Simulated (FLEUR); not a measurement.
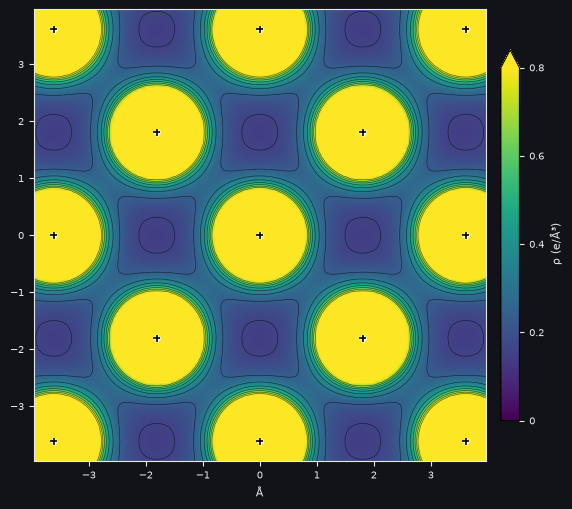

The electron density on a plane through atoms (crosses mark nuclei in the plane).

Method: Kohn-Sham DFT of a periodic cell, PBEsol, all-electron in FLEUR MaX-R8.1 (later development tree).

Candidates:
A. Cu, a = 3.62 Å, b = 3.62 Å, c = 3.62 Å, α = 90.00°, β = 90.00°, γ = 90.00°. Space group Fm-3m.
B. CuO, a = 4.16 Å, b = 4.16 Å, c = 3.89 Å, α = 90.00°, β = 90.00°, γ = 90.00°. Space group P4/mmm; a structure from a database of computed crystals, not necessarily the ambient phase.
C. AlNi, a = 2.88 Å, b = 2.88 Å, c = 2.88 Å, α = 90.00°, β = 90.00°, γ = 90.00°. Space group Pm-3m; spin-polarised.

**Which candidate gave the map?**

Candidate A: Cu on the (010) plane of the conventional cell, which holds Cu. Cu–Cu (2.56 Å): ρ at the midpoint is about 0.27 e/Å³.
